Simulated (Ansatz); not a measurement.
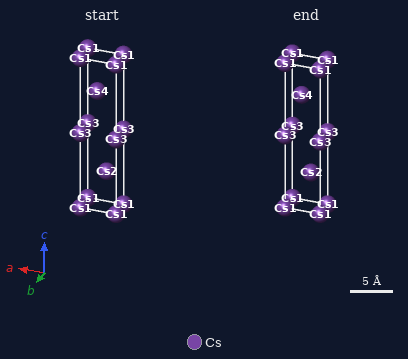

The structure of solid Cs (set up in P6_3/mmc) before (left) and after (right) a relaxation, at one scale.

A spheres-only model of the cell of the calculation, seen from a free direction.

Level of theory: DFT PBE, scalar-relativistic, plane waves, PAW (Ansatz 0.2.0). Set-up: plane-wave cutoff 420 eV; k-point mesh 12 × 12 × 4; occupations gaussian; smearing width 0.1 eV; no spin polarisation; cell and atoms relaxed; force threshold 0.005 eV/Å; at most 80 steps.

### Describe what moved and what it gained.

The atoms keep their places relative to the cell (all moves are under 0.005 Å). Cell: a = b 5.566 → 5.486 Å (−1.4 %), c 18.522 → 17.895 Å (−3.4 %). Volume −6.1 %. Near-neighbour distances that change, for instance: Cs1–Cs2 5.636 → 5.481 Å, Cs1–Cs1 5.566 → 5.486 Å. The space group stays P6_3/mmc (No. 194). The energy falls by 2.5 meV per atom in 2 accepted moves (3 points after the start). All forces vanish by symmetry, so only the cell relaxes. The pressure goes from −0.10 to 0.01 GPa. At 1 point the geometry stayed and the basis and grid were re-selected for the new cell (energy shift of less than 0.05 meV per atom at most each time).
